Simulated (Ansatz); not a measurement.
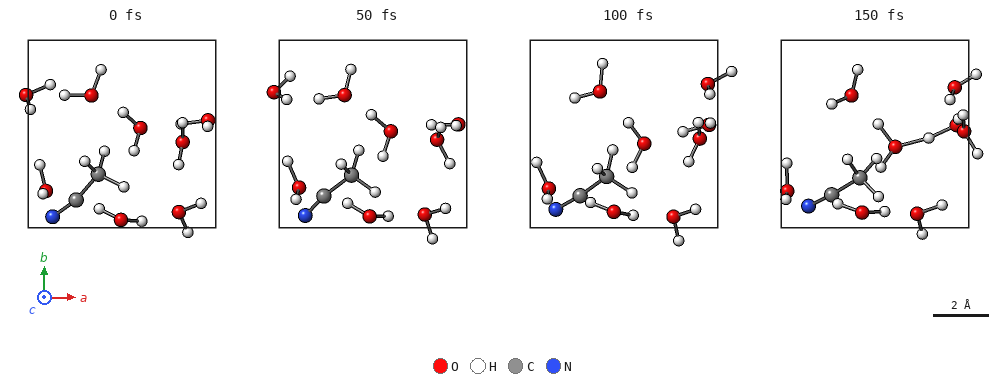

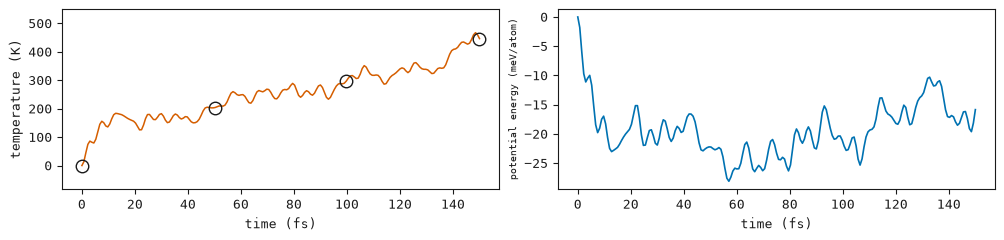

A Born-Oppenheimer molecular dynamics run of a periodic cell with 8 H2O + 1 CH3CN at 0.94 g/cm³, 150 fs long. It starts from the last geometry of an earlier run. Frames and the history of the run. The picture is a ball-and-stick view of the simulation cell, seen along the c axis. Atoms that leave the cell re-enter on the other side.

The calculation used DFT LDA, scalar-relativistic, plane waves, PAW (Ansatz 0.2.0). Settings: plane-wave cutoff 420 eV; k-point mesh 1 × 1 × 1; Fermi-Dirac smearing 0.02 eV; Nosé-Hoover thermostat (NVT); set temperature 400 K; time step 0.75 fs; atoms at rest at the start; thermostat time 100.0 fs.

The input:
```yaml
crystal:
  lattice:
    - [6.889419, 0.0, 0.0]
    - [0.0, 6.889419, 0.0]
    - [0.0, 0.0, 6.889419]
  atoms:
    - { symbol: O, position: [0.59423555, 0.5276087, 0.9309377] }
    - { symbol: H, position: [0.56050252, 0.40658374, 1.0003837] }
    - { symbol: H, position: [0.50244129, 0.61070081, 1.00516434] }
    - { symbol: O, position: [0.95455879, 0.56833033, 0.02987325] }
    - { symbol: H, position: [0.95262997, 0.53610242, 0.1667547] }
    - { symbol: H, position: [0.81072673, 0.5490997, -0.00508385] }
    - { symbol: O, position: [0.09078173, 0.19194218, 0.97328514] }
    - { symbol: H, position: [0.05771343, 0.33124197, 0.97701392] }
    - { symbol: H, position: [0.07502431, 0.1773339, 1.11627677] }
    - { symbol: O, position: [0.79935458, 0.0793191, 0.76154685] }
    - { symbol: H, position: [0.91779421, 0.12588444, 0.84318764] }
    - { symbol: H, position: [0.84729117, -0.02866896, 0.68100744] }
    - { symbol: O, position: [-0.01527129, 0.70346679, 0.64887314] }
    - { symbol: H, position: [0.11377685, 0.75881379, 0.60212077] }
    - { symbol: H, position: [0.00789517, 0.62630949, 0.76463895] }
    - { symbol: O, position: [0.33339873, 0.70075266, 0.16114732] }
    - { symbol: H, position: [0.38445644, 0.83812885, 0.14582653] }
    - { symbol: H, position: [0.18995736, 0.70251079, 0.14375646] }
    - { symbol: O, position: [0.49044389, 0.03772657, 1.03353492] }
    - { symbol: H, position: [0.3752327, 0.09682462, 0.98807251] }
    - { symbol: H, position: [0.60141223, 0.03046051, 0.93129887] }
    - { symbol: O, position: [0.81955694, 0.45247582, 0.37021587] }
    - { symbol: H, position: [0.81891239, 0.55575192, 0.47261829] }
    - { symbol: H, position: [0.79773206, 0.33250088, 0.43869221] }
    - { symbol: C, position: [0.36961509, 0.28115162, 0.54306044] }
    - { symbol: C, position: [0.25185428, 0.14373348, 0.44807045] }
    - { symbol: "N", position: [0.12639253, 0.05432772, 0.37792939] }
    - { symbol: H, position: [0.40258241, 0.40343325, 0.44301092] }
    - { symbol: H, position: [0.29752555, 0.3497626, 0.66425221] }
    - { symbol: H, position: [0.50597491, 0.21381446, 0.59988298] }
basis:
  ecutwfc: 420.0
kpoints:
  mp_grid: { grid: [1, 1, 1] }
hamiltonian:
  xc: lda
scf:
  occupations: { method: fermi_dirac, width: 0.02 }
  lower_state_search: "off"
md:
  timestep: 0.75
  n_steps: 200
  ensemble: nvt_nose_hoover
  temperature: 400.0
  initial_velocities: zero
  seed: 798372
  nose_hoover: { tau: 100.0, chain_length: 1 }
```

Launched with:
```bash
ansatz run input.yaml --threads 1 --pin off --max-ram 3072MiB --backend cpu --events-out ev --progress --plain --runs-dir out
```

> What do the frames and curves show?

The mean temperature in the second half is 324 K (standard deviation 57 K). The potential energy is still drifting at the end, so the run hasn't reached equilibrium. The potential energy in the second half lies on average 18.4 meV per atom below the first frame. Root-mean-square distances from the starting positions over the second half, with the common drift of all atoms taken out: O 0.57 Å, H 0.57 Å, N 0.32 Å, C 0.25 Å. The heavy atoms stay within a fraction of a molecule's size of their starting places; so short a run doesn't tell a liquid from a solid. The atoms start at rest, so the thermostat has only the motion that the forces set off to work on.

Limits of the set-up: the periodic images lie only 6.9 Å apart, so the values are limited by the cell's size.
